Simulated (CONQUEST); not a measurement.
## LiF: 7 runs along one coordinate

System: LiF (4 atoms in the cell).
Method: Kohn-Sham DFT of a periodic cell, PBE, PseudoDojo NC PBE, no spin polarisation (CONQUEST 1.3).

The 7 runs differ only in the geometry, by an even scaling of the cell at fixed fractional positions. The structure derives from an entry of the Crystallography Open Database.

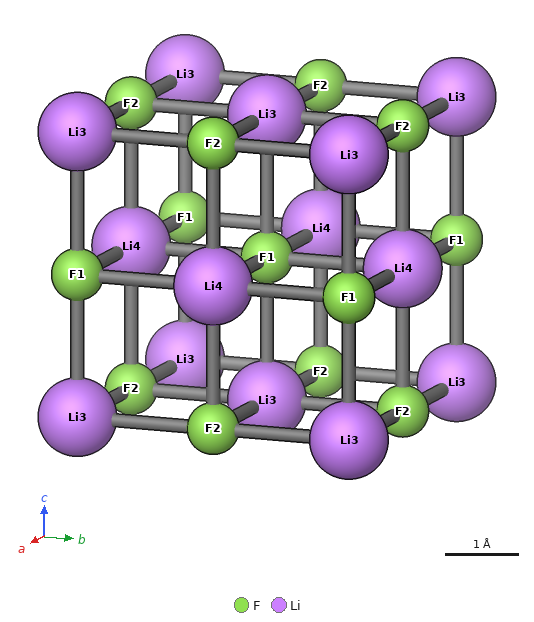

Figure 1. The structure of run 4 (ball-and-stick view of the cell 2 times as large as that of the calculation, set on its symmetry axes, seen slightly off an axis; atoms are numbered from 1 in the order of the input).

### Input of run 4
```
IO.Title LiF
IO.Coordinates coords.dat
IO.FractionalAtomicCoords T
IO.Iprint 2
IO.Iprint_init 1
General.NumberOfSpecies 2
General.PseudopotentialType hamann
AtomMove.TypeOfRun static
AtomMove.FullStress T
Grid.PointsAlongX 32
Grid.PointsAlongY 32
Grid.PointsAlongZ 48
DM.SolutionMethod diagon
Diag.MPMesh T
Diag.GammaCentred T
Diag.MPMeshX 9
Diag.MPMeshY 9
Diag.MPMeshZ 7
Diag.kT 0.00183747
minE.SCTolerance 1e-6
SC.MaxIters 100
IO.AtomChargeOutput T
%block ChemicalSpeciesLabel
1 19.000 F
2 6.940 Li
%endblock
```

Command:
```bash
Conquest
```

Lattice vectors (Å) and fractional positions of run 4:
```
   2.848226    0.000000    0.000000
   0.000000    2.848226    0.000000
   0.000000    0.000000    4.028000
F   0.000000  0.000000  0.500000
F   0.500000  0.500000  0.000000
Li  0.000000  0.000000  0.000000
Li  0.500000  0.500000  0.500000
```

Run 5 has the same physical settings and fractional positions; its lattice vectors (Å) are:
```
   2.867089    0.000000    0.000000
   0.000000    2.867089    0.000000
   0.000000    0.000000    4.054676
```

### Results, with one run withheld

```csv
run,volume per atom (Å³),"free energy per atom, from the lowest run given (meV)",pressure (GPa),gap on the mesh (eV)
1,7.679,20.33,8.36,9.63
2,7.842,12.69,6.55,9.43
3,8.006,6.94,4.74,9.23
4,8.169,2.96,3.07,9.05
5,8.333,?,?,?
6,8.496,0.00,0.02,8.71
7,8.659,0.59,−1.16,8.55
```

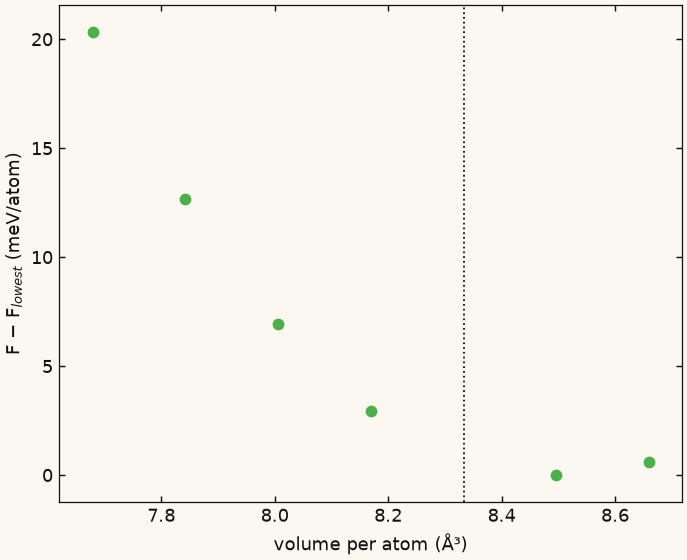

Figure 2. Free energy per atom of the runs given; the dotted line marks run 5.

Fit the runs given and predict run 5.

A cubic polynomial in V^(−2/3) (the Birch–Murnaghan form), fitted to the 6 runs given, misses them by at most 0.04 meV per atom. With x = V^(−2/3) − 0.24733 Å⁻², it reads F = 3.7883 + 1050.9 x + 71424 x² − 1.0756e+05 x³ (meV per atom). At run 5 it gives 0.72 meV per atom, and the run itself gives 0.69. The slope of the fit gives a pressure −dF/dV of 1.46 GPa there, and the run prints 1.43 GPa. The fit has its minimum at 8.500 Å³ per atom, where V d²F/dV² gives 71.2 GPa: the bulk modulus at this level, since symmetry fixes the shape and the positions. The gap on the mesh goes, without turning, from 9.63 eV in run 1 to 8.55 eV in run 7; run 5 has 8.88 eV. These are gaps of this functional on this mesh, which can miss the band edges; they aren't the measured gap.

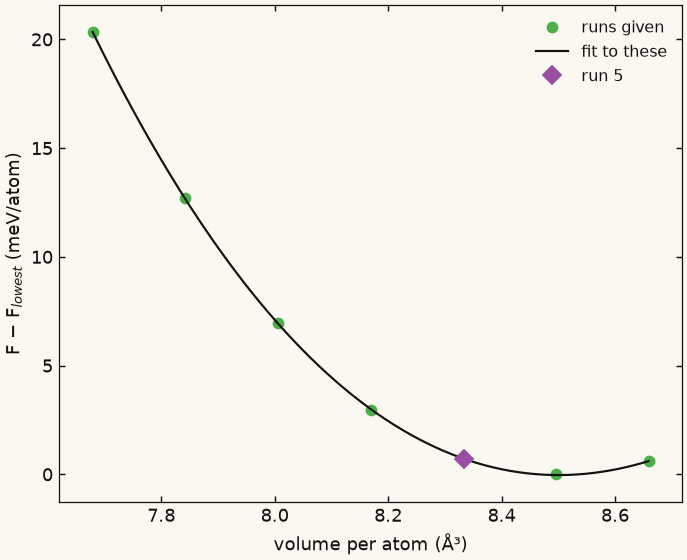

Figure 3. The fit and the withheld run.

### Some lines of the output (run 5)
```
[...]
      Using Fermi-Dirac smearing
          DFT Total Energy                 :       -63.937558796330812 Ha
          DFT Total Energy                 :       -63.965997676141683 Ha
          DFT Total Energy                 :       -63.967999013674238 Ha
          DFT Total Energy                 :       -63.968036416433499 Ha
          DFT Total Energy                 :       -63.968036676468586 Ha
          DFT Total Energy                 :       -63.968036798228546 Ha
      |* DFT total energy        =       -63.968036798228546 Ha
    force: Average pressure:      1.43148178 GPa
```

Notes: With a small basis of atomic orbitals these values can differ much from converged plane-wave results.
